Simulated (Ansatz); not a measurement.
# Cu: single-point calculation

The run: single-point calculation of Cu (2 atoms in the cell). Method and program: DFT LDA, scalar-relativistic, plane waves, PAW, PAW set soft_1, no spin polarisation (Ansatz 0.2.0).

The structure derives from a Materials Project entry. Figures and captions count atoms from 1; the log counts them from 0 in places.

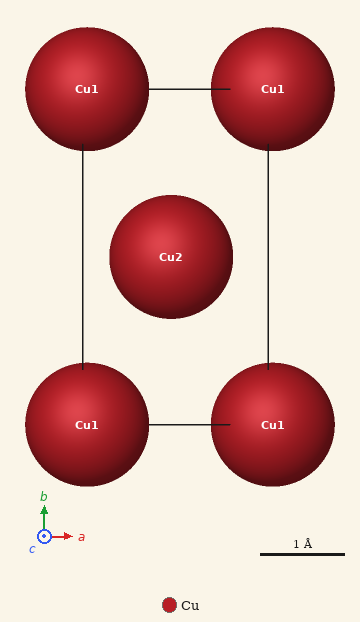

Fig. 1: The structure as given in the input (spheres-only view of the cell of the calculation, set on other vectors, along the c axis; atoms are numbered from 1 in the order of the input). An atom can appear more than once, as a periodic image.

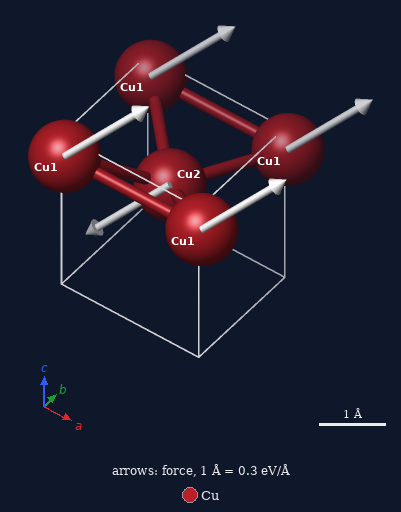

Fig. 2: Forces on the atoms as white arrows (ball-and-stick view of the cell of the calculation, set on other vectors, seen slightly off an axis; atoms are numbered from 1 in the order of the input). The largest act on Cu1, Cu2 (0.51 eV/Å). The geometry is not a stationary point of this energy.

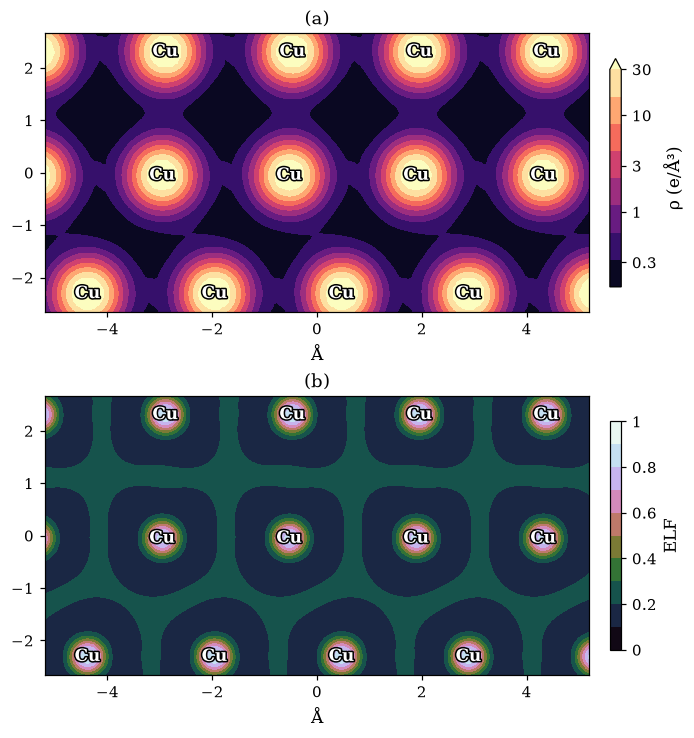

Fig. 3: (a) valence charge density (pseudo); (b) ELF on the (110) plane of the conventional cell. Cu–Cu (2.36 Å): the density is about 0.38 e/Å³ at the midpoint; the ELF is about 0.20 at the midpoint; no localised pair between them. Cu–Cu (2.42 Å): ρ at the midpoint is about 0.36 e/Å³; the ELF is about 0.20 at the midpoint; no localised pair between them. Cu–Cu (2.47 Å): the density is about 0.32 e/Å³ at the midpoint; the ELF is about 0.20 at the midpoint; no shared electron pair. Away from the nuclei the density in this plane falls to 0.17 e/Å³ at its lowest. The strong features right at Cu lie inside the PAW spheres (semicore, d or f shells) and say nothing about bonding. In a PAW calculation such maps are meaningful between the atoms, not at the nuclei.

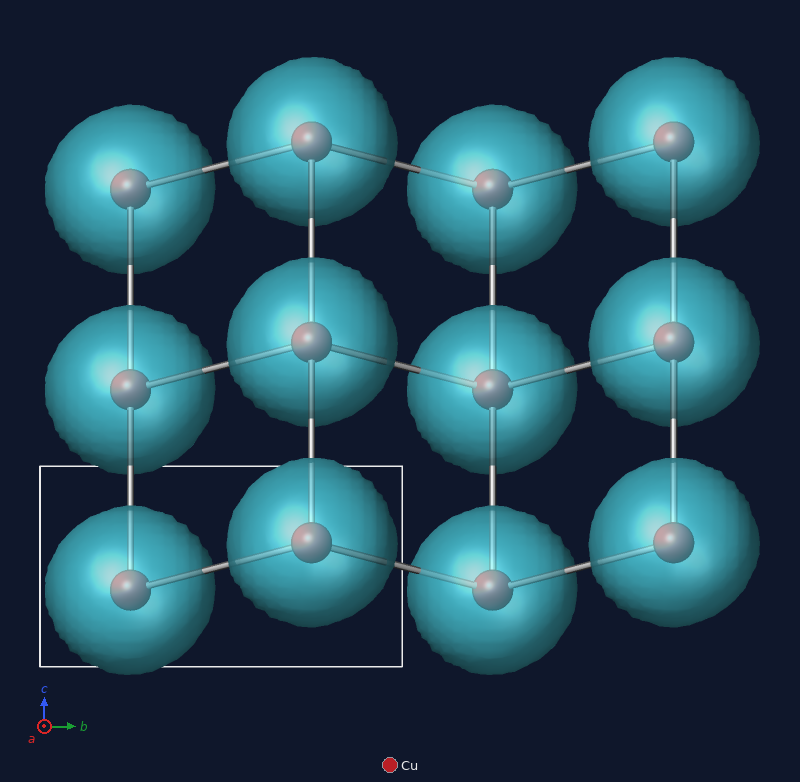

Fig. 4: Isosurface of the valence electron density at 0.5 e/Å³ (cyan), seen along the a axis. Sticks mark near contacts. The outline is the cell set on symmetry axes. At this value the density breaks into separate islands; it holds about 90 % of the electrons treated as valence (semicore included). It is pinched off along the Cu–Cu (2.36 Å), Cu–Cu (2.42 Å) and Cu–Cu (2.47 Å) contacts. On the grid the lowest density along these lines, outside the cores, is 0.38 e/Å³ (Cu–Cu, 2.36 Å), 0.33 e/Å³ (Cu–Cu, 2.42 Å) and 0.32 e/Å³ (Cu–Cu, 2.47 Å).

The input and output of the run follow.

Input file
```yaml
crystal:
  lattice:
    - [-1.427395735, 1.427395735, 1.3410790631]
    - [1.427395735, -1.427395735, 1.3410790631]
    - [2.85479147, 2.85479147, 0.0]
  atoms:
    - { symbol: Cu, position: [0.0235902535, -0.1317121413, 0.0] }
    - { symbol: Cu, position: [0.4764097465, 0.6317121413, 0.5] }
basis:
  ecutwfc: 520.0
kpoints:
  mp_grid: { grid: [20, 20, 12] }
hamiltonian:
  xc: lda
  pseudopotentials: { kind: paw, azcp: { folder: soft_1 } }
scf:
  occupations: { method: gaussian, width: 0.15 }
output:
  forces: true
  stress: true
  eigenvalues: true
  write_density: true
  write_potential: true
  elf: true
  volumetric_format: npy
```

Run as:
```bash
ansatz run input.yaml --threads 2 --pin off --max-ram 4096MiB --backend cpu --events-out ev --progress --plain --runs-dir out
```

The program's output
```
Warning: [file] the record states the generating functional pbe (its physics header spells it `PBE`), which answers neither for hamiltonian.xc's functional nor for the lda family's — results may be inconsistent (PPs are generated against a specific XC)
Engine: ansatz 0.2.0, aarch64-unknown-linux-gnu
Pseudopotentials: kind: paw
Pseudopotential: Cu, paw, valence charge 19, recommended cutoff 420 eV (normal), [file]
Functional definition: SPW92
  exchange = slater_x
  correlation = pw_c
Crystal: 2 atoms, lattice volume = 21.859 Å³
Basis set: ecut = 520 eV, 605 PW (Γ)
Bands: 23, of which v1, the nominal top of the filled ones, is band 19 counted from 1 (18 counted from 0)
Symmetry: 4 space group operations
Space group: P21/m (ITA 11), of the structure as read, at distance tolerance 2.8e-5 Å
k-points: 1414 of 4800
Non-local potential: Cu, projectors of the file, l = 0: 3, l = 1: 2, l = 2: 3, l = 3: 1
PAW form: soft (Blöchl's): semilocal exchange-correlation on the pseudo side does not see the compensation charge
PAW frozen core: Cu, regenerated for the run's functional, and the local potential with it (the file was generated under x = pbe(κ = 0.804, μ = 0.2195149727645171), c = pbe(β = 0.06672455060314922))
PAW one-centre angular grid: Cu, 590 points (default); XC on 64 Gauss nodes
Initial density: superposition of atomic densities (chi_scale 0.1, normalization cell)
Initial wavefunctions: pseudopotential atomic-orbital guess
Functional: x = slater, c = lda
SCF iter   1: F=—  HF=-13113.620759 eV  |F-HF|=—  |Δ(HF+E_count)|=         —  Δρ=3.08e-1  dr2=1.19e1  ethr=3.10e-3  ⟨swp⟩=4.5  Hψ=116390  notcnv=0
preconditioner: auto → none  [metal: Δε(μ)=0.001 eV  Ē_g=10.417 eV  σ=0.150 eV  W_gap=0.00  n_scr=6 (ndim 8)  ℏωp=37.3 eV  f_vac=0.000  D(μ)=0.80/eV (n_scr^D=2)  sad-step TF]
SCF iter   2: F=—  HF=-13111.830732 eV  |F-HF|=—  |Δ(HF+E_count)|=    1.79e0  Δρ=1.30e-1  dr2=2.39e0  ethr=3.10e-3  ⟨swp⟩=2.1  Hψ=64791  notcnv=0  defer=171
SCF iter   3: F=—  HF=-13111.328424 eV  |F-HF|=—  |Δ(HF+E_count)|=   5.02e-1  Δρ=3.53e-2  dr2=1.86e-1  ethr=3.10e-3  ⟨swp⟩=2.1  Hψ=49568  notcnv=0  defer=172
SCF iter   4: F=—  HF=-13111.290387 eV  |F-HF|=—  |Δ(HF+E_count)|=   3.80e-2  Δρ=3.72e-3  dr2=9.02e-4  ethr=4.88e-4  ⟨swp⟩=2.0  Hψ=47598  notcnv=0  defer=172
SCF iter   5: F=—  HF=-13111.293944 eV  |F-HF|=—  |Δ(HF+E_count)|=   3.56e-3  Δρ=7.98e-4  dr2=8.06e-5  ethr=2.37e-6  ⟨swp⟩=2.0  Hψ=65415  notcnv=0  defer=173
SCF iter   6: F=—  HF=-13111.293923 eV  |F-HF|=—  |Δ(HF+E_count)|=   2.08e-5  Δρ=5.04e-5  dr2=2.89e-7  ethr=2.12e-7  ⟨swp⟩=2.0  Hψ=46604  notcnv=0  defer=172
SCF iter   7: F=-13111.293923 eV  HF=-13111.293923 eV  |F-HF|=1.82e-12  |Δ(HF+E_count)|=   5.33e-8  Δρ=5.48e-6  dr2=2.52e-9  ethr=2.63e-10  ⟨swp⟩=8.8  Hψ=254130  notcnv=0
SCF 1 converged in 7 iterations: F = -13111.293923 eV  dr2 = 2.52e-9
  Residual-converged pass: ⟨swp⟩=1.0  Hψ=38204  notcnv=0  max |occ|·‖R‖ = 7.1e-9 eV (tolerance 1.0e-8 eV)  dr2=2.52e-9  dr2_onsite=3.64e-9  max |Δocc| = 1.6e-10
  greatest PAW one-centre occupation: 1.000 electrons in one spin orbital (limit 2), on the Cu atom at site 1 (counted from 0), in its partial waves of l = 0
SCF converged after 7 iterations
Free energy (F): -13111.293923 eV
Harris-Foulkes:  -13111.293923 eV  (|F-HF|=1.82e-12)
Internal energy: -13111.286782 eV  (E = F + TS)
E sigma→0 (E₀):  -13111.290353 eV
Entropy (-TS):   -0.007141 eV (-3.571 meV/atom)
Fermi energy:    17.613832 eV
--- Per-component energies (eV) ---
  E_band       = -688.774110
  E_kinetic    = 528.922200
  E_local      = -8751.864730  (includes V_loc(G=0)·N_el)
  E_nonlocal   = 1786.423191
  E_hartree    = 3706.964589
  E_xc         = -139.299962
  E_vxc        = -180.591479  (∫ρ·V_xc dr)
  E_paw        = -3491.345087  (= ΣΔE_a)
  E_vpaw       = -1485.599022  (= ΣTr[D̂ρ^β])
  E_aug_tail   = 0.000695  (compensation charges beyond the density's cutoff)
  E_ewald      = -6751.987000
  E_core_change = 0.899322  (= ΣΔE_core)
  E_smearing   = -0.007141  (= −TS)
  E_closure    = 0.000000  (closes the sum)
  Σ components = -13111.293923   (vs F -13111.293923, Δ=0.00e0)
--- Forces (eV/Å), atoms counted from 1 ---
  atom   1  Cu     0.00851510    -0.00851510     0.50528963
  atom   2  Cu    -0.00851510     0.00851510    -0.50528963
  max |Σ_I F_I| component: 1.73e-18 eV/Å
--- Stress (GPa, compression-positive) ---
        6.288399      -0.305842      -2.661325
       -0.305842       6.288399       2.661325
       -2.661324       2.661324      -5.216999
  P = ⅓ Tr σ = 2.4533 GPa (24.533 kbar)
--- Band table (eV; the first three rows and the last of 1414) ---
  k-point 0: bands = ["-94.3616", "-94.3364", "-52.2606", "-52.1382", "-52.1005", "-52.0873", "-52.0783", "-52.0735", "7.5912", "12.0209", "13.8403", "13.8561", "14.4316", "14.5666", "14.9407", "15.1123", "15.3190", "15.4095", "16.0390", "16.4707", "21.8936", "37.1176", "38.8528"]
  k-point 1: bands = ["-94.3611", "-94.3369", "-52.2578", "-52.1377", "-52.1011", "-52.0910", "-52.0773", "-52.0736", "7.6594", "11.9881", "13.8326", "13.8492", "14.4127", "14.5889", "14.9273", "15.0896", "15.3399", "15.4323", "16.0177", "16.1626", "22.3728", "37.2029", "38.8704"]
  k-point 2: bands = ["-94.3599", "-94.3381", "-52.2494", "-52.1362", "-52.1028", "-52.1003", "-52.0761", "-52.0737", "7.8626", "11.8689", "13.8155", "13.8310", "14.3584", "14.6412", "14.9021", "15.0366", "15.3146", "15.4831", "15.5824", "15.9561", "23.5651", "37.4540", "38.9196"]
  k-point 1413: bands = ["-94.3284", "-94.3284", "-52.2682", "-52.2682", "-52.1520", "-52.1520", "-52.1210", "-52.1210", "12.3673", "12.3673", "13.2857", "13.2857", "14.7838", "14.7838", "15.7404", "15.7404", "16.0869", "16.0869", "19.0665", "19.0665", "24.1076", "24.1076", "30.6797"]
```

Summary

```tsv
quantity	value
outcome	converged
space group (tolerance 0.01 Å)	P2₁/m (11)
electrons treated	38
free energy	−13111.2939 eV
Fermi energy	17.614 eV
gap on the k-point mesh	none (metallic)
pressure	2.45 GPa
largest force (length of the vector)	0.505 eV/Å
hardware	2 threads of Arm Neoverse V1, 24 GiB of memory available, shared host
wall time	41 s (CPU time 81 s)
peak memory	0.91 GiB
```

Notes

The program warns: the PAW datasets were made with another functional.
